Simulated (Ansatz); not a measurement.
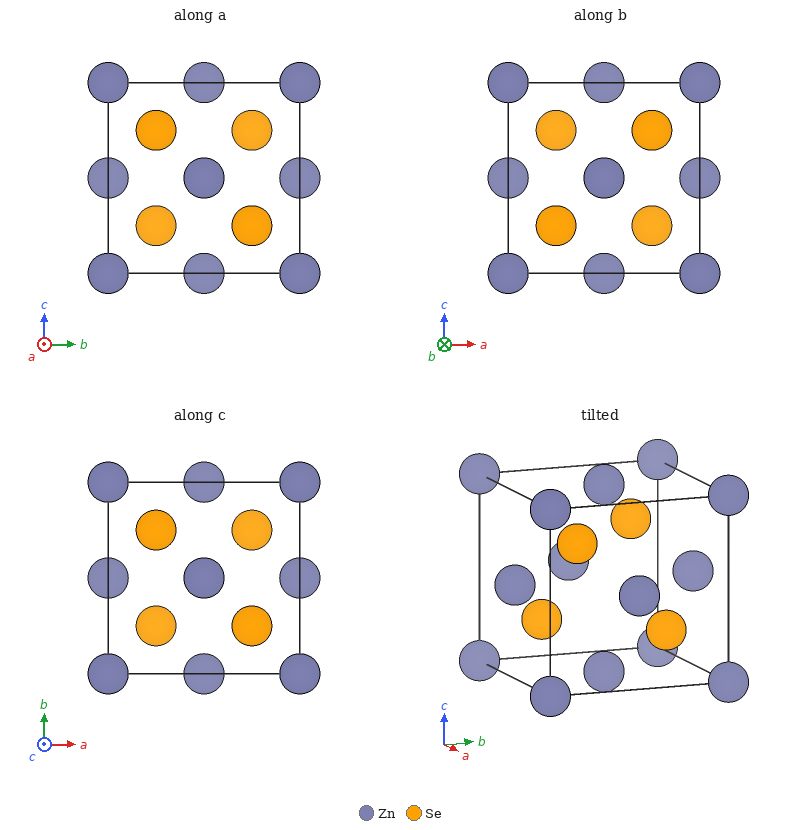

The figure gives a spheres-only picture of the atoms, viewed along the a axis, along the b axis, along the c axis and slightly off an axis. The lines enclose the drawn cell (a repeat of the simulation cell); boundary atoms appear with their images.

Lattice parameters: a = 5.6648 Å, b = 5.6648 Å, c = 5.6382 Å, α = 90.000°, β = 90.000°, γ = 90.000°.

Q: Set out the cell and atoms as a CIF in P1 with every atom of the cell.

A:
```cif
data_structure
_symmetry_space_group_name_H-M 'P 1'
_symmetry_Int_Tables_number 1
_cell_length_a 5.6648
_cell_length_b 5.6648
_cell_length_c 5.6382
_cell_angle_alpha 90.000
_cell_angle_beta 90.000
_cell_angle_gamma 90.000
_cell_volume 180.93
loop_
_atom_site_label
_atom_site_type_symbol
_atom_site_fract_x
_atom_site_fract_y
_atom_site_fract_z
_atom_site_occupancy
Zn1 Zn 0.0000 0.0000 0.0000 1
Se1 Se 0.2500 0.2500 0.2500 1
Zn2 Zn 0.5000 0.5000 0.0000 1
Se2 Se 0.7500 0.7500 0.2500 1
Zn3 Zn 0.5000 0.0000 0.5000 1
Se3 Se 0.7500 0.2500 0.7500 1
Zn4 Zn 0.0000 0.5000 0.5000 1
Se4 Se 0.2500 0.7500 0.7500 1
```

Its origin is a structure type filled with these elements by a generator (whether the compound takes this form wasn't checked). The cell was then strained or its atoms displaced on purpose. It was the input of a calculation with Ansatz.
